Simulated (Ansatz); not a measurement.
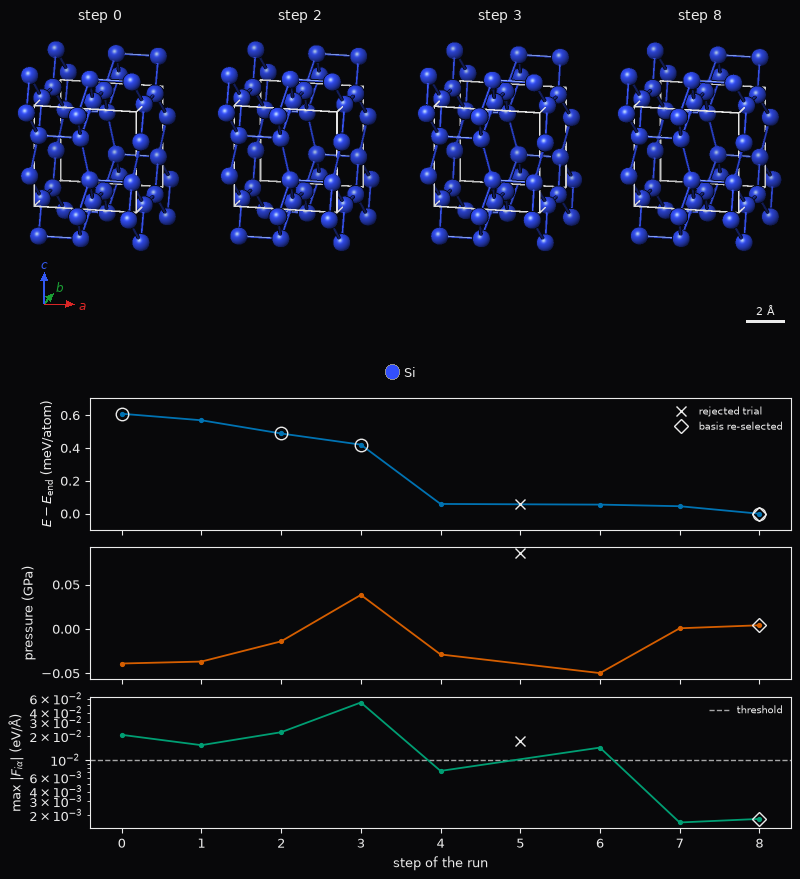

Frames of a relaxation of a crystal of Si (a generated structure, set up in Pmma), marked on the history of the run. Style: ball-and-stick. Shown: the cell of the calculation, slightly off an axis.

Method: Ansatz, DFT PBE, scalar-relativistic, plane waves, PAW.

Input
```yaml
crystal:
  lattice:
    - [5.6886268003, 0.0, 0.0]
    - [0.0, 5.7924811475, 0.0]
    - [0.0, 0.0, 5.5980811383]
  atoms:
    - { symbol: Si, position: [0.4561604316, 0.0, 0.7048899038] }
    - { symbol: Si, position: [0.0438395684, 0.0, 0.7048899038] }
    - { symbol: Si, position: [0.5438395684, 0.0, 0.2951100962] }
    - { symbol: Si, position: [0.9561604316, 0.0, 0.2951100962] }
    - { symbol: Si, position: [0.0, 0.2925103428, 0.0] }
    - { symbol: Si, position: [0.5, 0.7074896572, 0.0] }
    - { symbol: Si, position: [0.0, 0.7074896572, 0.0] }
    - { symbol: Si, position: [0.5, 0.2925103428, 0.0] }
basis:
  ecutwfc: 420
kpoints:
  mp_grid: { grid: [8, 8, 8] }
hamiltonian:
  xc: pbe
scf:
  occupations: { method: gaussian, width: 0.1 }
output:
  forces: true
  stress: true
  eigenvalues: true
  write_density: true
  write_potential: true
  elf: true
  volumetric_format: npy
relax:
  adjacent_minimum: "off"
  f_tol: 0.01
  max_steps: 80
  cell: { stress_tol: 0.05 }
```

Run as
```bash
ansatz run input.yaml --threads 1 --pin off --max-ram 2560MiB --backend cpu --events-out ev --progress --plain --runs-dir out
```

Describe the path.

Answer. After 6 accepted moves (8 points after the start) the energy has fallen by 0.6 meV per atom. The largest force component goes from 0.021 to 0.0018 eV/Å. Pressure: −0.04 GPa at the start and 0.00 GPa at the end. The line search rejected the trial step at point 5 of the run. The SCF was repeated once at an unchanged geometry on a basis and grid sized afresh for the cell, which shifted the energy by less than 0.05 meV per atom at most. The largest moves relative to the cell, 0.036 Å, are those of Si1, Si2, Si3 and Si4. Si3 goes roughly along +a. The volume changes by +0.9 %, with a 5.689 → 5.824 Å (+2.4 %), b 5.792 → 5.766 Å (−0.4 %), c 5.598 → 5.545 Å (−0.9 %). Some distances before and after: Si5–Si7 2.404 → 2.388 Å, Si1–Si2 2.346 → 2.331 Å, Si1–Si6 2.380 → 2.374 Å. Bond angles that change, for instance: Si2–Si1–Si3 102.3° → 104.4°. The space group stays Pmma (No. 51). From step 0 to 2: volume +0.3 %, energy −0.1 meV per atom. From step 2 to 3: Si atoms move most (0.04 Å), volume +1.1 %, energy −0.1 meV per atom. From step 3 to 8: Si atoms move most (0.02 Å), volume −0.5 %, energy −0.4 meV per atom.
